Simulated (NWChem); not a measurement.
**C6H8 (1,3-Cyclohexadiene) at 4 levels**

Wanted: a comparison of 4 runs (HF/STO-3G, HF/3-21G, B3LYP/6-31G*) of C6H8 (1,3-Cyclohexadiene). 

The calculation is run with NWChem 7.3.0.

2 further runs of the same task are left out: 2 set aside as unsound or not needed.

## 1. The molecule

C6H8 has 14 atoms, charge 0, and is taken as a singlet. As SMILES, `C1=CCCC=C1`. Geometry: relaxed at PBE0-D4/def2-TZVP.

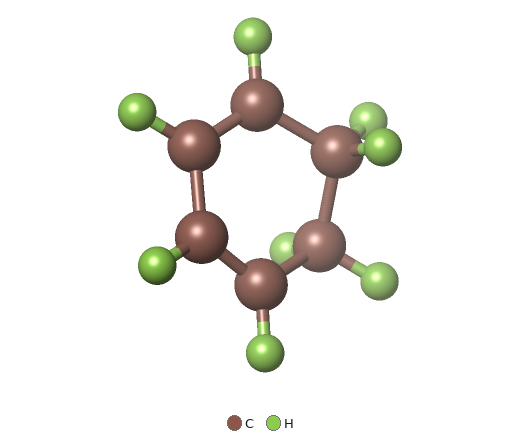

Viewed from a chosen angle; carbon brown, hydrogen green.

## 2. Energy and gradient at HF/STO-3G (run 1)

nw.nw reads:

```
start nw
memory 2200 mb

geometry units angstroms noautosym nocenter noautoz
C    -0.368800   -1.509750    0.053650
C     0.417410   -0.957880    0.981200
C     0.929420    0.439410    0.800870
C    -0.059100    1.301560    0.025840
C    -0.609540    0.573900   -1.163530
C    -0.762120   -0.752170   -1.127710
H    -0.705760   -2.535870    0.154260
H     0.744910   -1.532050    1.841590
H     1.155780    0.899310    1.765970
H     1.883990    0.389860    0.254650
H     0.413370    2.239770   -0.275330
H    -0.899610    1.579070    0.680470
H    -0.938120    1.145490   -2.025230
H    -1.201810   -1.280690   -1.966710
end

basis spherical bse
* library STO-3G
end

scf
thresh 1e-08
maxiter 80
end

task scf gradient
```

The run is started by

```console
nwchem nw.nw > nw.out
```

The program printed:

```text
[...]
  functions       =    38
[...]
  wavefunction    = RHF
[...]
         Total SCF energy =   -229.039694992377
      One-electron energy =   -746.508963069215
      Two-electron energy =    297.230816573704
 Nuclear repulsion energy =    220.238451503134
        Time for solution =      2.9s
[...]
                         RHF ENERGY GRADIENTS
    atom               coordinates                        gradient
                 x          y          z           x          y          z
   1 C      -0.696931  -2.853014   0.101384   -0.023912   0.004814  -0.037524
   2 C       0.788791  -1.810131   1.854199    0.024629   0.033253   0.017387
   3 C       1.756349   0.830364   1.513425   -0.027650  -0.010799  -0.008546
   4 C      -0.111683   2.459592   0.048831    0.008233  -0.028101  -0.009942
   5 C      -1.151864   1.084514  -2.198753    0.011808   0.039715   0.017269
   6 C      -1.440198  -1.421395  -2.131063    0.006965  -0.038640   0.021479
   7 H      -1.333693  -4.792099   0.291509   -0.000099  -0.002087   0.001110
   8 H       1.407676  -2.895155   3.480100    0.000050  -0.002854   0.000569
   9 H       2.184108   1.699449   3.337199    0.002258   0.001385   0.003356
  10 H       3.560225   0.736729   0.481219    0.006077  -0.001663  -0.003119
  11 H       0.781156   4.232552  -0.520298    0.000533   0.004185  -0.000705
[...]
```

It took 3.9 s on 1 thread of Intel Xeon 6975P-C (Granite Rapids), shared host; peak memory 0.096 GiB.

## 3. Energy and gradient at HF/3-21G (run 2)

test.nw reads:

```
start test
title "1,3-Cyclohexadiene"
memory total 2200 mb

geometry units bohr noautosym nocenter noautoz
   C   -0.69693099  -2.85301402   0.10138381
   C    0.78879058  -1.81013086   1.85419927
   C    1.75634925   0.83036456   1.51342496
   C   -0.11168281   2.45959193   0.04883052
   C   -1.15186366   1.08451382  -2.19875304
   C   -1.44019807  -1.42139530  -2.13106305
   H   -1.33369311  -4.79209979   0.29150915
   H    1.40767589  -2.89515491   3.48010073
   H    2.18410766   1.69944960   3.33719964
   H    3.56022512   0.73672863   0.48121876
   H    0.78115609   4.23255188  -0.52029829
   H   -1.70001652   2.98400983   1.28590194
   H   -1.77278987   2.16466238  -3.82713004
   H   -2.27109175  -2.42015335  -3.71654327
end

basis "ao basis" spherical bse
   * library 3-21G
end

scf
   thresh 1e-08
   maxiter 80
end

task scf gradient
```

The run is started by

```console
nwchem test.nw > test.out
```

The program printed:

```text
[...]
  functions       =    70
[...]
  wavefunction    = RHF
[...]
         Total SCF energy =   -230.541332120932
      One-electron energy =   -746.274959627476
      Two-electron energy =    295.495191760520
 Nuclear repulsion energy =    220.238435746024
        Time for solution =      3.5s
[...]
                         RHF ENERGY GRADIENTS
    atom               coordinates                        gradient
                 x          y          z           x          y          z
   1 C      -0.696931  -2.853014   0.101384   -0.009905   0.008167  -0.018265
   2 C       0.788791  -1.810131   1.854199    0.010176   0.019988   0.002655
   3 C       1.756349   0.830365   1.513425   -0.020192  -0.005756  -0.006595
   4 C      -0.111683   2.459592   0.048831    0.007345  -0.019998  -0.005646
   5 C      -1.151864   1.084514  -2.198753    0.007636   0.015721   0.014305
   6 C      -1.440198  -1.421395  -2.131063    0.006173  -0.015560   0.014772
   7 H      -1.333693  -4.792100   0.291509   -0.002240  -0.008365   0.001226
   8 H       1.407676  -2.895155   3.480101    0.002772  -0.005249   0.006395
   9 H       2.184108   1.699450   3.337200    0.002718   0.002556   0.004974
  10 H       3.560225   0.736729   0.481219    0.006473  -0.000563  -0.002312
  11 H       0.781156   4.232552  -0.520298    0.001542   0.005954  -0.000928
[...]
```

It took 4.8 s on 1 thread of Intel Xeon 6975P-C (Granite Rapids), shared host; peak memory 0.096 GiB.

## 4. Energy and forces at B3LYP/6-31G(d) (spherical functions) (run 3)

work.nw reads:

```
start work
title "C6H8 gradient"
memory stack 880 mb heap 220 mb global 1100 mb
charge 0

geometry units atomic noautosym nocenter noautoz
 C     -0.69693099    -2.85301402     0.10138381
 C      0.78879058    -1.81013086     1.85419927
 C      1.75634925     0.83036456     1.51342496
 C     -0.11168281     2.45959193     0.04883052
 C     -1.15186366     1.08451382    -2.19875304
 C     -1.44019807    -1.42139530    -2.13106305
 H     -1.33369311    -4.79209979     0.29150915
 H      1.40767589    -2.89515491     3.48010073
 H      2.18410766     1.69944960     3.33719964
 H      3.56022512     0.73672863     0.48121876
 H      0.78115609     4.23255188    -0.52029829
 H     -1.70001652     2.98400983     1.28590194
 H     -1.77278987     2.16466238    -3.82713004
 H     -2.27109175    -2.42015335    -3.71654327
end

basis spherical bse
 * library 6-31G*
end

dft
 xc b3lyp
 grid fine
 convergence energy 1e-08
 iterations 100
 mulliken
 noprint "final vectors analysis"
end

task dft gradient
```

The run is started by

```console
nwchem work.nw > work.out
```

The program printed:

```text
[...]
          Wavefunction type:  closed shell.
          No. of atoms     :    14
          No. of electrons :    44
[...]
          Charge           :     0
          Spin multiplicity:     1
[...]
          AO basis - number of functions:   100
[...]
              XC Information
              --------------
                         B3LYP Method XC Potential
                     Hartree-Fock (Exact) Exchange  0.200
                        Slater Exchange Functional  0.800 local
                    Becke 1988 Exchange Functional  0.720 non-local
              Lee-Yang-Parr Correlation Functional  0.810
                  VWN I RPA Correlation Functional  0.190 local
[...]
 d= 0,ls=0.0,diis     1   -233.3568486193 -4.54D+02  7.29D-03  4.53D-01     2.8
[...]
 d= 0,ls=0.0,diis     8   -233.4136293057  3.27D-09  2.42D-06  8.90D-08    18.6
         Total DFT energy =     -233.413629305696
      One electron energy =     -749.195688730138
           Coulomb energy =      331.159419497953
    Exchange-Corr. energy =      -35.615795819535
 Nuclear repulsion energy =      220.238435746024
[...]
      Total Density - Mulliken Population Analysis
     ---------------------------------------------
    Atom       Charge   Shell Charges
 -----------   ------   -------------------------------------------------------
    1 C    6     6.11   2.00  0.69  2.08  0.48  0.83  0.04
    2 C    6     6.12   2.00  0.69  2.06  0.51  0.83  0.04
    3 C    6     6.30   2.00  0.67  2.12  0.58  0.89  0.04
    4 C    6     6.30   2.00  0.67  2.12  0.58  0.89  0.04
    5 C    6     6.12   2.00  0.69  2.06  0.51  0.83  0.04
    6 C    6     6.11   2.00  0.69  2.08  0.48  0.83  0.04
    7 H    1     0.88   0.53  0.34
    8 H    1     0.88   0.53  0.34
    9 H    1     0.86   0.53  0.33
   10 H    1     0.85   0.53  0.32
[...]
  wavefunction    = closed shell
                         DFT ENERGY GRADIENTS
    atom               coordinates                        gradient
                 x          y          z           x          y          z
   1 C      -0.696931  -2.853014   0.101384    0.003001   0.006517   0.002040
   2 C       0.788791  -1.810131   1.854199   -0.002558   0.002571  -0.006892
   3 C       1.756349   0.830365   1.513425   -0.005217  -0.001394  -0.002869
   4 C      -0.111683   2.459592   0.048831    0.001596  -0.005899  -0.000602
   5 C      -1.151864   1.084514  -2.198753    0.001189  -0.005249   0.005625
   6 C      -1.440198  -1.421395  -2.131063    0.003065   0.005669   0.003758
   7 H      -1.333693  -4.792100   0.291509    0.000758   0.002144   0.000218
   8 H       1.407676  -2.895155   3.480101   -0.000764   0.000824  -0.001852
   9 H       2.184108   1.699450   3.337200   -0.000791  -0.001268  -0.002066
  10 H       3.560225   0.736729   0.481219   -0.002139  -0.000533   0.000907
  11 H       0.781156   4.232552  -0.520298   -0.000995  -0.002315   0.000369
[...]
```

Wall time 24 s (1 thread of Intel Xeon 6975P-C (Granite Rapids), shared host); peak memory 0.12 GiB.

## 5. Energy and forces at B3LYP/6-31G(d) (Cartesian functions) (run 4)

run.py reads:

```python
from ase import Atoms
from ase.calculators.nwchem import NWChem

mol = Atoms(['C', 'C', 'C', 'C', 'C', 'C', 'H', 'H', 'H', 'H', 'H', 'H', 'H', 'H'], positions=[
    [-0.368800, -1.509750, 0.053650],
    [0.417410, -0.957880, 0.981200],
    [0.929420, 0.439410, 0.800870],
    [-0.059100, 1.301560, 0.025840],
    [-0.609540, 0.573900, -1.163530],
    [-0.762120, -0.752170, -1.127710],
    [-0.705760, -2.535870, 0.154260],
    [0.744910, -1.532050, 1.841590],
    [1.155780, 0.899310, 1.765970],
    [1.883990, 0.389860, 0.254650],
    [0.413370, 2.239770, -0.275330],
    [-0.899610, 1.579070, 0.680470],
    [-0.938120, 1.145490, -2.025230],
    [-1.201810, -1.280690, -1.966710],
])

calc = NWChem(
    label='c6h8',
    theory='dft',
    memory='2200 mb',
    basis='6-31G*',
    dft={'xc': 'b3lyp', 'mult': '1', 'grid': 'fine', 'convergence': 'energy 1e-08', 'iterations': '100', 'mulliken': None},
)
mol.calc = calc

forces = mol.get_forces()
print(f"energy = {mol.get_potential_energy():.6f} eV")
print("forces (eV/A):")
for s, f in zip(mol.symbols, forces):
    print(f"{s:2s} {f[0]:10.5f} {f[1]:10.5f} {f[2]:10.5f}")
print("dipole (e A):", mol.get_dipole_moment().round(4))
```

The run is started by

```console
export ASE_NWCHEM_COMMAND="nwchem PREFIX.nwi > PREFIX.nwo"
python run.py
```

The program printed:

```text
energy = -6351.633707 eV
forces (eV/A):
C    -0.14558   -0.32139   -0.10053
C     0.12372   -0.13195    0.33944
C     0.26117    0.06932    0.14604
C    -0.07945    0.29671    0.02818
C    -0.06058    0.25510   -0.28118
C    -0.15267   -0.27788   -0.18466
H    -0.03924   -0.11025   -0.01147
H     0.03918   -0.04268    0.09518
H     0.04052    0.06412    0.10449
H     0.10855    0.02731   -0.04541
H     0.04993    0.11745   -0.01846
H    -0.06788    0.05461    0.08418
H    -0.02417    0.07261   -0.08068
H    -0.05363   -0.07312   -0.07518
dipole (e A): [0.0315 0.0628 0.0298]
```

The calculator wrote c6h8.nwi:

```
title "c6h8"

permanent_dir c6h8

scratch_dir c6h8

start c6h8

geometry units angstrom nocenter noautosym noautoz
  C  -3.6880000000000002e-01 -1.5097499999999999e+00 5.3650000000000003e-02
  C  4.1741000000000000e-01 -9.5787999999999995e-01 9.8119999999999996e-01
  C  9.2942000000000002e-01 4.3941000000000002e-01 8.0086999999999997e-01
  C  -5.9100000000000000e-02 1.3015600000000001e+00 2.5839999999999998e-02
  C  -6.0953999999999997e-01 5.7389999999999997e-01 -1.1635300000000000e+00
  C  -7.6212000000000002e-01 -7.5217000000000001e-01 -1.1277100000000000e+00
  H  -7.0576000000000005e-01 -2.5358700000000001e+00 1.5426000000000001e-01
  H  7.4490999999999996e-01 -1.5320499999999999e+00 1.8415900000000001e+00
  H  1.1557800000000000e+00 8.9931000000000005e-01 1.7659700000000000e+00
  H  1.8839900000000001e+00 3.8985999999999998e-01 2.5464999999999999e-01
  H  4.1337000000000002e-01 2.2397700000000000e+00 -2.7533000000000002e-01
  H  -8.9961000000000002e-01 1.5790700000000000e+00 6.8047000000000002e-01
  H  -9.3811999999999995e-01 1.1454899999999999e+00 -2.0252300000000001e+00
  H  -1.2018100000000000e+00 -1.2806900000000001e+00 -1.9667100000000000e+00
end

memory 2200 mb

basis noprint
   * library 6-31G*
end

dft
  xc b3lyp
  mult 1
  grid fine
  convergence energy 1e-08
  iterations 100
  mulliken
end

task dft gradient
```

c6h8.nwo:

```text
Northwest Computational Chemistry Package (NWChem) 7.3.0
             --------------------------------------------------------

           Job information
           ---------------

    nwchem branch   = 7.3.0
    use scalapack   = T
    input           = c6h8.nwi
    prefix          = c6h8.
    data base       = c6h8/c6h8.db
    status          = startup
    nproc           =        1

           Memory information
           ------------------

    heap     =     72089596 doubles =      550.0 Mbytes
    stack    =     72089601 doubles =      550.0 Mbytes
    global   =    144179200 doubles =     1100.0 Mbytes (distinct from heap & stack)
    total    =    288358397 doubles =     2200.0 Mbytes
    verify   = yes
    hardfail = no

           Directory information
           ---------------------

  0 permanent = c6h8
  0 scratch   = c6h8

                                NWChem Input Module
                                -------------------

                                       c6h8
                                       ----

[... 103 lines left out ...]
  convergence criterion.
[... 17 lines left out ...]
          Convergence on gradient requested:  5.00D-04
[... 25 lines left out ...]
          Convergence aids based upon iterative change in
[... 28 lines left out ...]
 1-e energy   =    -743.679403
[... 56 lines left out ...]
         Total DFT energy =     -233.418235331478
[... 2 lines left out ...]
    Exchange-Corr. energy =      -35.564824020662
[... 821 lines left out ...]
          Convergence on energy requested:  1.00D-08
[... 23 lines left out ...]
          Spatial weights used:  Erf1
[... 4 lines left out ...]
          total energy or number of iterations.
[... 18 lines left out ...]
                            NWChem DFT Gradient Module
                            --------------------------

                                       c6h8

  charge          =   0.00
  wavefunction    = closed shell

                         DFT ENERGY GRADIENTS

    atom               coordinates                        gradient
                 x          y          z           x          y          z
   1 C      -0.696931  -2.853014   0.101384    0.002831   0.006250   0.001955
   2 C       0.788791  -1.810131   1.854199   -0.002406   0.002566  -0.006601
   3 C       1.756349   0.830364   1.513425   -0.005079  -0.001348  -0.002840
[... 10 lines of this table left out ...]
  14 H      -2.271092  -2.420153  -3.716543    0.001043   0.001422   0.001462

                 ----------------------------------------
                 |  Time  |  1-e(secs)   |  2-e(secs)   |
                 ----------------------------------------
                 |  CPU   |       0.01   |       2.27   |
                 ----------------------------------------
                 |  WALL  |       0.01   |       2.27   |
                 ----------------------------------------

 Task  times  cpu:       24.3s     wall:       24.3s
 Total times  cpu:       24.3s     wall:       24.3s
```

Run time: 26 s. Hardware: 1 thread of Intel Xeon 6975P-C (Granite Rapids), shared host; peak memory 0.12 GiB.

## 6. All runs side by side

```tsv
run	level	iteration cap	module	energy (Eh)	dipole moment (D)	HOMO energy (eV)	LUMO energy (eV)	wall time
1	HF/STO-3G	80	scf	-229.039695	0.34	-6.57	6.82	3.9 s
2	HF/3-21G	80	scf	-230.541332	0.41	-8.09	3.58	4.8 s
3	B3LYP/6-31G* (spherical functions)	100	dft	-233.413629	0.37	–	–	24 s
4	B3LYP/6-31G* (Cartesian functions)	100	dft	-233.418235	0.37	-5.60	-0.42	26 s
```

## 7. Outcome

| quantity | value |
| --- | --- |
| run 4: total energy | -233.41824 Eh |
| run 4: dipole moment | 0.37 D |
| run 4: HOMO energy | -5.60 eV |
| run 4: LUMO energy | -0.42 eV |
| run 4: HOMO–LUMO gap | 5.19 eV |
| run 4: largest force on an atom | 0.385 eV/Å |

**Reading.** The dipole moment (its size) runs from 0.34 D (HF/STO-3G) to 0.41 D (HF/3-21G). Over runs 1, 2, 4 the HOMO–LUMO gap runs from 5.19 eV (B3LYP/6-31G*) to 13.40 eV (HF/STO-3G). The two ends differ in method and basis. In run 1 the basis is minimal, so the values are rough. All runs together took 58 s, the longest 26 s.
